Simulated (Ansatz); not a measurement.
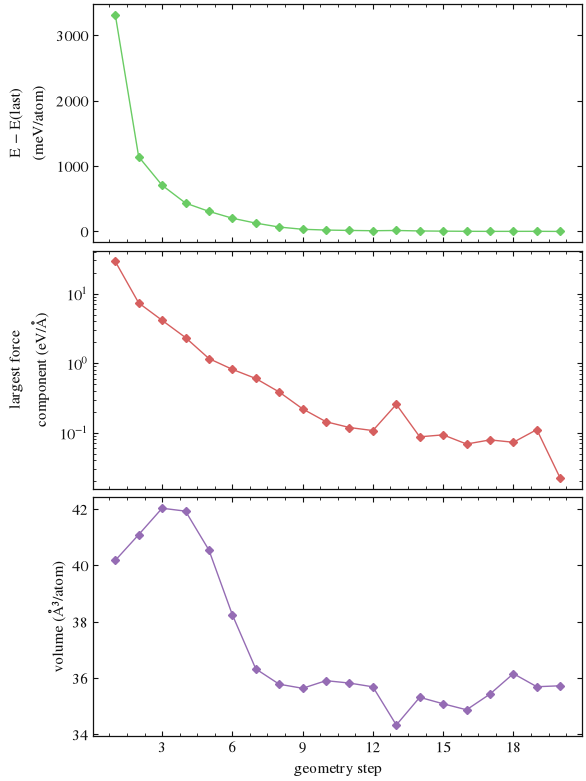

History of a geometry optimisation. Atoms and cell relax. A closing SCF on a freshly chosen basis isn't drawn.

System: Bi (P1, 4 atoms in the cell).
Method: DFT PBE, scalar-relativistic, plane waves, PAW (Ansatz); cutoff 420 eV, 4×4×4 k-mesh, Gaussian smearing of 0.1 eV.

**How did the optimisation end?**

The optimisation met its thresholds at geometry 20, counting the start as the first. The energy fell by about 3300 meV/atom from the first step to the last. Steps 13 and 19 went uphill and were rejected by the line search. The largest force component goes from about 29 eV/Å at the start to 0.022 eV/Å at the end.

**What happens to the cell?**

The volume shrinks from 40.2 to 35.7 Å³ per atom (−11 %), overshooting to 34.3 at step 13. The start was expanded.
